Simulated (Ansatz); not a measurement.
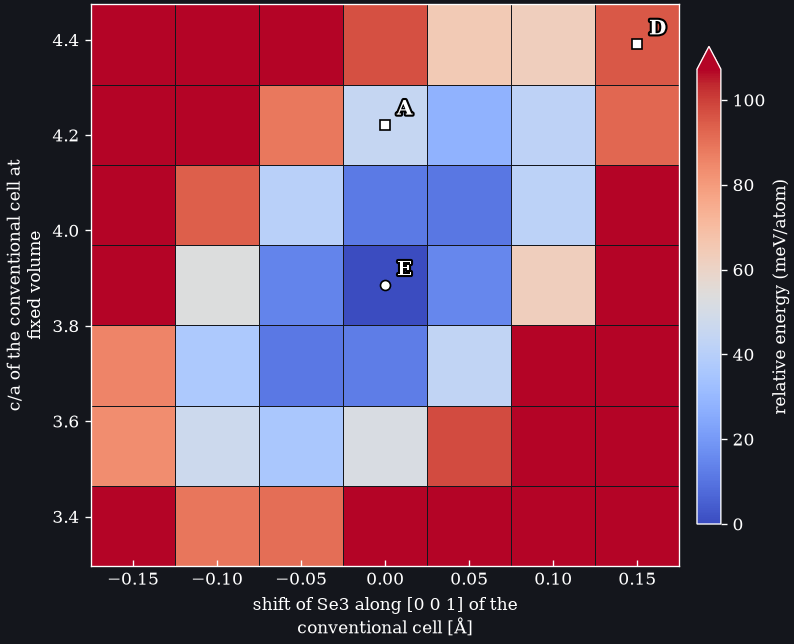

MoSe2 (P6_3/mmc, No. 194; 6 atoms in the cell). The energy is mapped over a free internal coordinate and the cell. First axis: shift of Se3 along [0 0 1] of the conventional cell, Cartesian (0 0 1), its symmetry partners moved as symmetry demands (measured in the relaxed cell). Second axis: c/a of the conventional cell at fixed volume. Nothing is relaxed (all other coordinates fixed). The scan uses a 7 × 7 grid. Points are written as (first, second). All energies are given in meV/atom relative to the lowest grid point. The band gap closes in part of the range. These are results of DFT PBE+D3(BJ), scalar-relativistic, plane waves, PAW (Ansatz 0.2.0), not measurements. Settings: cutoff 420 eV, k-mesh 9×9×2 in the order of the run's cell vectors, gaussian smearing 0.05 eV, no spin polarisation.

The picture shows one coloured cell a grid point, one colour for all values above the top of the scale, lettered points.

Rank the lettered points by energy, lowest first.

Answer. E (0 meV/atom), A (45 meV/atom), D (95 meV/atom).

What kind of point is each of A, E: minimum, saddle, maximum or slope?

Answer. A: on a slope; E: minimum. (In these two coordinates alone; a stationary point may lie a little off the grid point.)

PAW datasets: the set soft_1.
